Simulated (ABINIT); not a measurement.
# Optical-spectrum calculation of Rb (part 2 of 2)

The same run, continued: Rb (Im-3m, 1 atom in the cell); Kohn-Sham DFT of a periodic cell, PBE, PseudoDojo NC SR PBE v0.4.1 standard, no spin polarisation (ABINIT 10.8.3); cutoff 625.86 eV, 10×10×10 k-mesh, methfessel-paxton of 0.1 eV. The structure derives from an entry of the Crystallography Open Database.

Geometry of the input (Å; fractional positions):
```
-2.8293  2.8293  2.8293
2.8293  -2.8293  2.8293
2.8293  2.8293  -2.8293
Rb 0.0000  0.0000  0.0000
```

What the program printed, continued:
```
--- !ResultsGS
iteration_state: {dtset: 1, }
comment   : Summary of ground state results
lattice_vectors:
- [ -5.3465951,   5.3465951,   5.3465951, ]
- [  5.3465951,  -5.3465951,   5.3465951, ]
- [  5.3465951,   5.3465951,  -5.3465951, ]
lattice_lengths: [   9.26057,    9.26057,    9.26057, ]
lattice_angles: [109.471, 109.471, 109.471, ] # degrees, (23, 13, 12)
lattice_volume:   6.1135276E+02
convergence: {deltae: -8.988E-13, res2:  8.705E-14, residm:  2.789E-05, diffor: null, }
etotal    :  -2.70760159E+01
entropy   :   0.00000000E+00
fermie    :   1.74092138E-02
cartesian_stress_tensor: # hartree/bohr^3
- [ -4.88574614E-07,   0.00000000E+00,   0.00000000E+00, ]
- [  0.00000000E+00,  -4.88574614E-07,   0.00000000E+00, ]
- [  0.00000000E+00,   0.00000000E+00,  -4.88574614E-07, ]
pressure_GPa:   1.4374E-02
xred      :
- [  0.0000E+00,   0.0000E+00,   0.0000E+00, Rb]
cartesian_forces: # hartree/bohr
- [ -0.00000000E+00,  -0.00000000E+00,  -0.00000000E+00, ]
force_length_stats: {min:   0.00000000E+00, max:   0.00000000E+00, mean:   0.00000000E+00, }
...

 Integrated electronic density in atomic spheres:
 ------------------------------------------------
 Atom  Sphere_radius  Integrated_density
    1        2.00000          5.98598958
================================================================================

 ----iterations are completed or convergence reached----

 Mean square residual over all n,k,spin=   22.957E-08; max=  27.886E-06
 reduced coordinates (array xred) for    1 atoms
       0.000000000000      0.000000000000      0.000000000000
 rms dE/dt=  0.0000E+00; max dE/dt=  0.0000E+00; dE/dt below (all hartree)
    1       0.000000000000      0.000000000000      0.000000000000

 cartesian coordinates (angstrom) at end:
    1      0.00000000000000     0.00000000000000     0.00000000000000

 cartesian forces (hartree/bohr) at end:
    1     -0.00000000000000    -0.00000000000000    -0.00000000000000
 frms,max,avg= 0.0000000E+00 0.0000000E+00   0.000E+00  0.000E+00  0.000E+00 h/b

 cartesian forces (eV/Angstrom) at end:
    1     -0.00000000000000    -0.00000000000000    -0.00000000000000
 frms,max,avg= 0.0000000E+00 0.0000000E+00   0.000E+00  0.000E+00  0.000E+00 e/A
 length scales=  9.260574357619  9.260574357619  9.260574357619 bohr
              =  4.900484906600  4.900484906600  4.900484906600 angstroms
 Fermi (or HOMO) energy (hartree) =   0.01741   Average Vxc (hartree)=  -0.20406
 Eigenvalues (hartree) for nkpt=  70  k points:
 kpt#   1, nband=  9, wtk=  0.00400, kpt= -0.0250 -0.0250  0.0750 (reduced coord)
  -1.04522   -0.45886   -0.45873   -0.45873   -0.05400    0.14993    0.14993    0.15407
   0.18435
      occupation numbers for kpt#   1
   2.00000    2.00000    2.00000    2.00000    2.00000    0.00000    0.00000    0.00000
   0.00000
 prteigrs : prtvol=0 or 1, do not print more k-points.

--- !EnergyTerms
iteration_state     : {dtset: 1, }
comment             : Components of total free energy in Hartree
kinetic             :  7.20340305676452E+00
hartree             :  7.09848576237255E+00
xc                  : -7.01436448267141E+00
Ewald energy        : -1.37834408623428E+01
psp_core            :  5.07223321849435E-01
local_psp           : -1.99857497416991E+01
non_local_psp       : -1.10155491354857E+00
internal            : -2.70759978592754E+01
'-kT*entropy'       : -1.80103824903902E-05
total_energy        : -2.70760158696579E+01
total_energy_eV     : -7.36775925831573E+02
band_energy         : -4.86139359993872E+00
...

 Cartesian components of stress tensor (hartree/bohr^3)
  sigma(1 1)= -4.88574614E-07  sigma(3 2)=  0.00000000E+00
  sigma(2 2)= -4.88574614E-07  sigma(3 1)=  0.00000000E+00
  sigma(3 3)= -4.88574614E-07  sigma(2 1)=  0.00000000E+00

-Cartesian components of stress tensor (GPa)         [Pressure=  1.4374E-02 GPa]
- sigma(1 1)= -1.43743614E-02  sigma(3 2)=  0.00000000E+00
- sigma(2 2)= -1.43743614E-02  sigma(3 1)=  0.00000000E+00
- sigma(3 3)= -1.43743614E-02  sigma(2 1)=  0.00000000E+00

================================================================================
== DATASET  2 ==================================================================

--- !DatasetInfo
iteration_state: {dtset: 2, }
dimensions: {natom: 1, nkpt: 70, mband: 16, nsppol: 1, nspinor: 1, nspden: 1, mpw: 3282, }
cutoff_energies: {ecut:  23.0, pawecutdg:  -1.0, }
electrons: {nelect:   9.00000000E+00, charge:   0.00000000E+00, occopt:   6.00000000E+00, tsmear:   3.67493222E-03, }
meta: {optdriver: 0, ionmov: 0, optcell: 0, iscf: -3, paral_kgb: 0, }
...

 mkfilename : getden/=0, take file _DEN from output of DATASET   1.

 Exchange-correlation functional for the present dataset will be:
  GGA: Perdew-Burke-Ernzerhof functional - ixc=11
  J.P.Perdew, K.Burke, M.Ernzerhof, PRL 77, 3865 (1996)

 Real(R)+Recip(G) space primitive vectors, cartesian coordinates (Bohr,Bohr^-1):
 R(1)= -5.3465951  5.3465951  5.3465951  G(1)=  0.0000000  0.0935175  0.0935175
 R(2)=  5.3465951 -5.3465951  5.3465951  G(2)=  0.0935175  0.0000000  0.0935175
 R(3)=  5.3465951  5.3465951 -5.3465951  G(3)=  0.0935175  0.0935175  0.0000000
 Unit cell volume ucvol=  6.1135276E+02 bohr^3
 Angles (23,13,12)=  1.09471221E+02  1.09471221E+02  1.09471221E+02 degrees

 getcut: wavevector=  0.0000  0.0000  0.0000  ngfft=  40  40  40
         ecut(hartree)=     23.000   => boxcut(ratio)=   2.00200
--------------------------------------------------------------------------------

================================================================================

--- !BeginCycle
iteration_state: {dtset: 2, }
solver: {iscf: -3, nstep: 120, nline: 4, wfoptalg: 0, }
tolerances: {tolwfr: 1.00E-12, }
...

     iter   Etot(hartree)      deltaE(h)  residm     vres2
 Non-SCF case, kpt    1 ( -0.02500 -0.02500  0.07500), residuals and eigenvalues=
  2.34E-13  4.71E-13  2.08E-13  1.37E-13  7.67E-13  5.55E-13  1.78E-13  1.65E-13
  6.88E-13  6.37E-13  7.08E-13  5.34E-13  4.92E-13  2.81E-09  6.75E-10  2.65E-09
 -1.0452E+00 -4.5886E-01 -4.5873E-01 -4.5873E-01 -5.3999E-02  1.4993E-01
  1.4993E-01  1.5407E-01  1.8435E-01  1.8435E-01  2.6461E-01  2.7116E-01
  2.7116E-01  3.4940E-01  3.5179E-01  3.5179E-01
 prteigrs : prtvol=0 or 1, do not print more k-points.

--- !ResultsGS
iteration_state: {dtset: 2, }
comment   : Summary of ground state results
lattice_vectors:
- [ -5.3465951,   5.3465951,   5.3465951, ]
- [  5.3465951,  -5.3465951,   5.3465951, ]
- [  5.3465951,   5.3465951,  -5.3465951, ]
lattice_lengths: [   9.26057,    9.26057,    9.26057, ]
lattice_angles: [109.471, 109.471, 109.471, ] # degrees, (23, 13, 12)
lattice_volume:   6.1135276E+02
convergence: {deltae:  0.000E+00, res2:  0.000E+00, residm:  9.906E-13, diffor:  0.000E+00, }
etotal    :  -2.70760159E+01
entropy   :   0.00000000E+00
fermie    :   1.74092136E-02
cartesian_stress_tensor: null
pressure_GPa: null
xred      :
- [  0.0000E+00,   0.0000E+00,   0.0000E+00, Rb]
cartesian_forces: null
force_length_stats: {min: null, max: null, mean: null, }
...

 Integrated electronic density in atomic spheres:
 ------------------------------------------------
 Atom  Sphere_radius  Integrated_density
    1        2.00000          5.98598956
================================================================================

 ----iterations are completed or convergence reached----

 Mean square residual over all n,k,spin=   41.493E-14; max=  99.056E-14
 reduced coordinates (array xred) for    1 atoms
       0.000000000000      0.000000000000      0.000000000000

 cartesian coordinates (angstrom) at end:
    1      0.00000000000000     0.00000000000000     0.00000000000000
 length scales=  9.260574357619  9.260574357619  9.260574357619 bohr
              =  4.900484906600  4.900484906600  4.900484906600 angstroms
 Eigenvalues (hartree) for nkpt=  70  k points:
 kpt#   1, nband= 16, wtk=  0.00400, kpt= -0.0250 -0.0250  0.0750 (reduced coord)
  -1.04522   -0.45886   -0.45873   -0.45873   -0.05400    0.14993    0.14993    0.15407
   0.18435    0.18435    0.26461    0.27116    0.27116    0.34940    0.35179    0.35179
      occupation numbers for kpt#   1
   2.00000    2.00000    2.00000    2.00000    2.00000    0.00000    0.00000    0.00000
   0.00000    0.00000    0.00000    0.00000    0.00000    0.00000    0.00000    0.00000
 prteigrs : prtvol=0 or 1, do not print more k-points.

--- !EnergyTerms
iteration_state     : {dtset: 2, }
comment             : Components of total free energy in Hartree
kinetic             :  7.20340300458055E+00
hartree             :  7.09848576237255E+00
xc                  : -7.01436448267141E+00
Ewald energy        : -1.37834408623428E+01
psp_core            :  5.07223321849435E-01
local_psp           : -1.99857497416991E+01
non_local_psp       : -1.10155490093218E+00
internal            : -2.70759978988430E+01
'-kT*entropy'       : -1.80103827259370E-05
total_energy        : -2.70760159092257E+01
...

--- !EnergyTermsDC
iteration_state     : {dtset: 2, }
comment             : '"Double-counting" decomposition of free energy'
band_energy         : -4.86139358671692E+00
Ewald energy        : -1.37834408623428E+01
psp_core            :  5.07223321849435E-01
xc_dc               : -8.93838673205780E+00
internal            : -2.70759978592681E+01
'-kT*entropy'       : -1.80103827259370E-05
total_energy_dc     : -2.70760158696508E+01
...

================================================================================
== DATASET  3 ==================================================================

--- !DatasetInfo
iteration_state: {dtset: 3, }
dimensions: {natom: 1, nkpt: 70, mband: 12, nsppol: 1, nspinor: 1, nspden: 1, mpw: 3282, }
cutoff_energies: {ecut:  23.0, pawecutdg:  -1.0, }
electrons: {nelect:   9.00000000E+00, charge:   0.00000000E+00, occopt:   6.00000000E+00, tsmear:   3.67493222E-03, }
meta: {optdriver: 8, wfk_task: 7, }
...

 mkfilename : getwfk/=0, take file _WFK from output of DATASET   2.

 Exchange-correlation functional for the present dataset will be:
  GGA: Perdew-Burke-Ernzerhof functional - ixc=11
  J.P.Perdew, K.Burke, M.Ernzerhof, PRL 77, 3865 (1996)

--------------------------------------------------------------------------------

 Computation of velocity matrix elements (DDK)

 Parameters extracted from the Abinit header:
    ecut:     23.0
    nkpt:    2000
    mband:   16
    nsppol:  1
    nspinor: 1
    useylm:  0
    inclvkb: 2
    bmin: 1, bmax: 16
    Computing diagonal and off-diagonal matrix elements
    Between band index bmin: 1, bmax: 16

== END DATASET(S) ==============================================================
================================================================================

 -outvars: echo values of variables after computation  --------
            acell      9.2605743576E+00  9.2605743576E+00  9.2605743576E+00 Bohr
           etotal1    -2.7076015870E+01
           etotal2    -2.7076015870E+01
           etotal3     0.0000000000E+00
            fcart1    -0.0000000000E+00 -0.0000000000E+00 -0.0000000000E+00
            fcart3     0.0000000000E+00  0.0000000000E+00  0.0000000000E+00
            rprim     -5.7735026920E-01  5.7735026920E-01  5.7735026920E-01
                       5.7735026920E-01 -5.7735026920E-01  5.7735026920E-01
                       5.7735026920E-01  5.7735026920E-01 -5.7735026920E-01
           strten1    -4.8857461361E-07 -4.8857461361E-07 -4.8857461361E-07
                       0.0000000000E+00  0.0000000000E+00  0.0000000000E+00
           strten3     0.0000000000E+00  0.0000000000E+00  0.0000000000E+00
                       0.0000000000E+00  0.0000000000E+00  0.0000000000E+00
 Calculation completed.
```

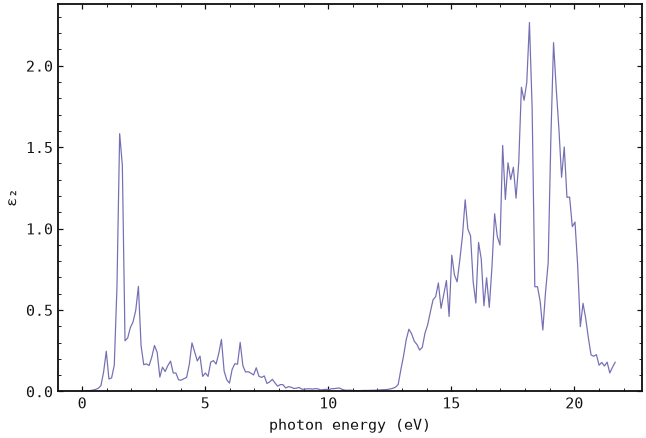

*Imaginary part of the dielectric function (first component that the program prints).*

The highest peak, 2.3, lies at 18.18 eV.

Results in brief:

```json
{"quantity": "outcome", "value": "converged"}
{"quantity": "space group (tolerance 0.01 Å)", "value": "Im-3m (229)"}
{"quantity": "electrons treated", "value": "9"}
{"quantity": "free energy", "value": "−736.7759 eV"}
{"quantity": "Fermi energy", "value": "0.474 eV"}
{"quantity": "gap on the k-point mesh", "value": "none (metallic)"}
{"quantity": "pressure", "value": "0.01 GPa"}
{"quantity": "largest force (length of the vector)", "value": "under 0.001 eV/Å"}
{"quantity": "wall time", "value": "2.8 min"}
{"quantity": "peak memory", "value": "1.8 GiB"}
```

Notes:

Points of doubt noted for this run: no intraband term.
